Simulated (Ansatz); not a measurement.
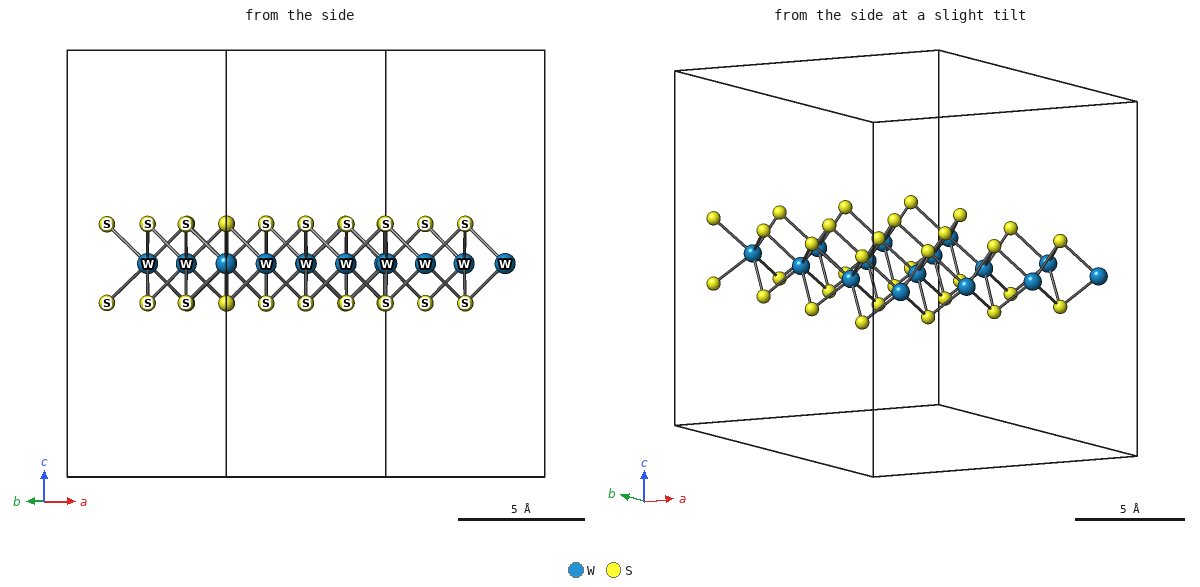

A ball-and-stick picture of a periodic sheet, seen from the side and from the side at a slight tilt. The surface normal points up in side views; the box is the simulation cell.

The cell holds 15 W, 32 S.

**Which atoms form the outer planes?**

The top face ends in S, the bottom face in S. The two faces are alike.

**Read the thickness off the scale bar.**

About 3.2 Å from the lowest to the highest atom, with about 14 Å of vacuum to the next image.

**What layers make up the slab, from top to bottom?**

Three planes: S / W / S.

**How are the atoms coordinated and connected?**

Each W atom is coordinated by six S in a trigonal prismatic arrangement at about 2.4 Å. Not all metal-metal contacts are counted. The bonds build W15S32 layers parallel to the surface.

It goes back to a structure listed in the Materials Project, repeated into a supercell with a point defect put in. The atoms were relaxed in a fixed cell with DFT PBE+D3(BJ), scalar-relativistic, plane waves, PAW (Ansatz 0.2.0).
